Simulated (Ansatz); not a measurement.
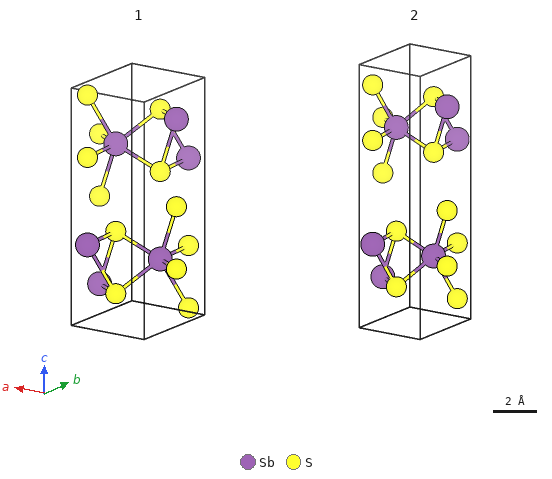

Two geometries of a crystal of SbS2 (a generated structure, set up in P6_3/mmc) (coarse preliminary run), drawn at one scale. One is the start of a relaxation, the other its converged end. The picture is a ball-and-stick view of the cell of the calculation, seen from a free direction.

These are results of DFT PBE, scalar-relativistic, plane waves, PAW (Ansatz 0.2.0), not measurements. (plane-wave cutoff 420 eV; k-point mesh 6 × 6 × 2; occupations gaussian; smearing width 0.1 eV; no spin polarisation; cell and atoms relaxed; force threshold 0.05 eV/Å; at most 60 steps)

Which geometry has the lower energy?

Answer. Structure 1 is the relaxed one. Case: W → Sb on all its sites, cell and atoms relaxed. The largest moves relative to the cell, 0.33 Å, are those of S atoms. Sb stays in place. The drawn cell changes as follows: a = b 3.056 → 3.650 Å (+19.5 %), c 14.256 → 12.861 Å (−9.8 %); the volume changes by +28.7 %. Some distances before and after: S–Sb 2.320 → 2.700 Å. Bond angles that change, for instance: S–Sb–S 81.0° → 77.4°, S–Sb–S 82.4° → 85.1°, Sb–S–Sb 82.4° → 85.1°. The space group stays P6_3/mmc (No. 194). After 9 accepted moves (11 points after the start) the energy has fallen by 1401 meV per atom. Largest force component: 7.4 eV/Å at the start, 0.0077 eV/Å at the end. Pressure: 58.79 GPa at the start and 0.17 GPa at the end. At 2 points the geometry stayed and the basis and grid were re-selected for the new cell (energy shift of 12.1 meV per atom at most each time). Cost: 100 s on 1 thread of AMD EPYC (Zen 3), with other jobs on the host, peak memory 0.43 GiB.

Limits of the set-up: layers or molecules are held without a dispersion correction, so their spacing is unreliable.
